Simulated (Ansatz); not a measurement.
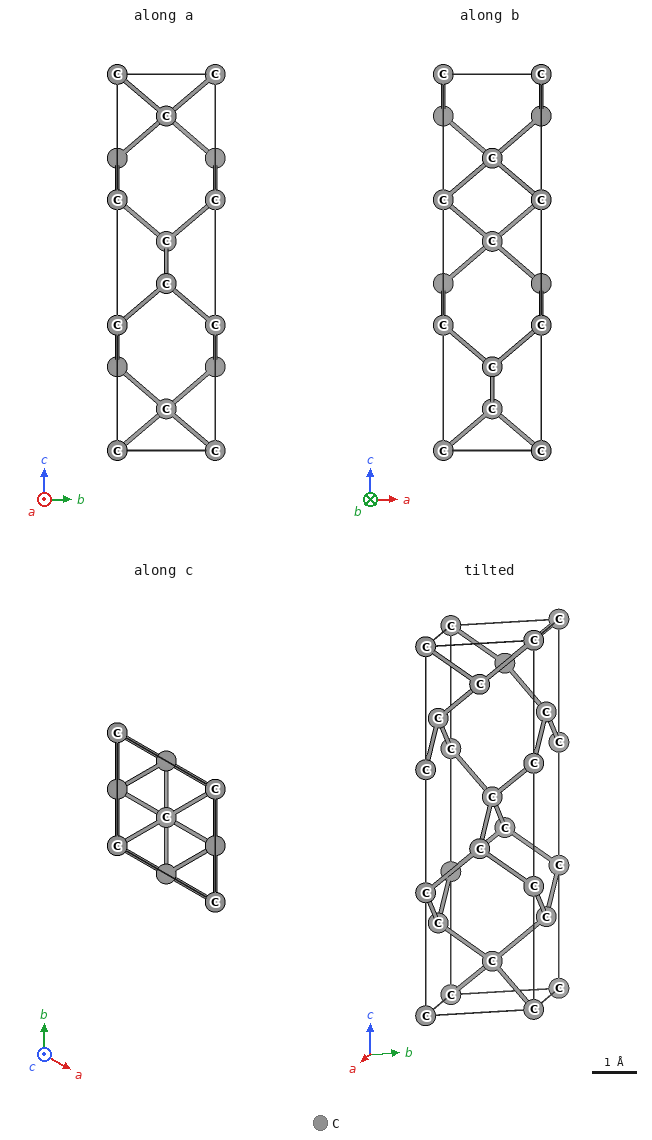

Ball-and-stick representation of a periodic structure, projected along the a axis, along the b axis, along the c axis and slightly off an axis. The frame is the conventional unit cell; atoms at its boundary are shown with their periodic copies.

Lattice parameters: a = 2.598 Å, b = 2.598 Å, c = 8.642 Å, α = 90.00°, β = 90.00°, γ = 120.00°. Put a along x and b in the xy plane.

Question: Write down what is shown as a POSCAR file, with free fractional coordinates to two decimals.

Answer:
```
C
1.0
     2.598    0.000    0.000
    -1.299    2.250    0.000
     0.000    0.000    8.642
C
9
Direct
  0.50 0.50 0.56
  0.50 0.00 0.22
  0.00 0.50 0.89
  0.50 0.50 0.11
  0.50 0.00 0.78
  0.00 0.50 0.44
  0.00 0.00 0.00
  0.00 0.00 0.6667
  0.00 0.00 0.3333
```

The initial geometry was a structure type filled with this element by a generator (whether the element takes this form wasn't checked). A relaxation with DFT PBE, scalar-relativistic, plane waves, PAW (Ansatz) gave the geometry drawn.
